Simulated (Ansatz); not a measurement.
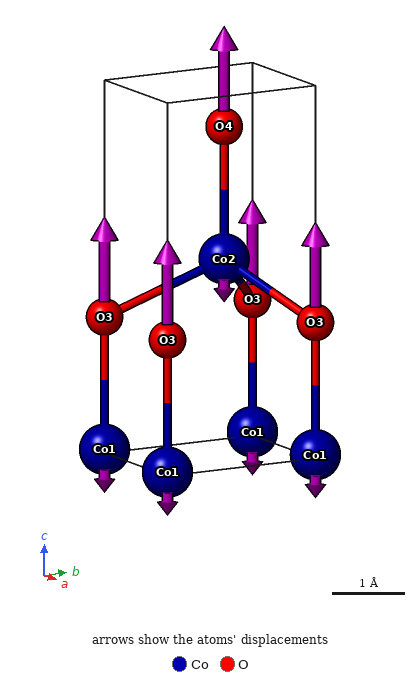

One vibrational mode of crystalline CoO at the zone centre. The purple arrows are the displacements of the atoms (eigenvector over the root of the mass), of arbitrary overall length and sign. The picture is a ball-and-stick view of the cell of the calculation, seen slightly off an axis.

Computed with DFT PBEsol, scalar-relativistic, plane waves, PAW (Ansatz).

The input:
```yaml
crystal:
  lattice:
    - [3.0420120706, 0.0, 0.0]
    - [-1.5210060353, 2.6344597318, 0.0]
    - [0.0, 0.0, 5.2710553474]
  atoms:
    - { symbol: Co, position: [0.0, 0.0, 0.0101064974], spin: -2.07 }
    - { symbol: Co, position: [0.3333333333, 0.6666666667, 0.5101063364], spin: 2.07 }
    - { symbol: O, position: [0.0, 0.0, 0.3648939035], spin: 0.15 }
    - { symbol: O, position: [0.3333333333, 0.6666666667, 0.8648942626], spin: -0.15 }
basis:
  ecutwfc: 420
kpoints:
  mp_grid: { grid: [18, 18, 8] }
hamiltonian:
  xc: pbesol
scf:
  occupations: { method: gaussian, width: 0.2 }
output:
  eigenvalues: true
  populations: true
magnetization:
  spin_polarized: true
phonons:
  method: dfpt
  eigenvectors: true
```

Launched with:
```bash
ansatz run input.yaml --threads 2 --pin off --max-ram 6144MiB --backend cpu --events-out ev --progress --plain --runs-dir out
```

The frequencies depend somewhat on the k-mesh and the smearing.

Describe the mode and give its frequency.

Answer. This is the A₁ mode at 447 cm⁻¹, optical level 5 of 6, counted from below, infrared- and Raman-active by symmetry. The O sublattice moves against the Co sublattice, along c; it stretches the shortest Co–O bonds (1.87 Å); the kinetic energy is shared as O 79 %, Co 21 %. The crystal is a metal, so free carriers screen the infrared response.
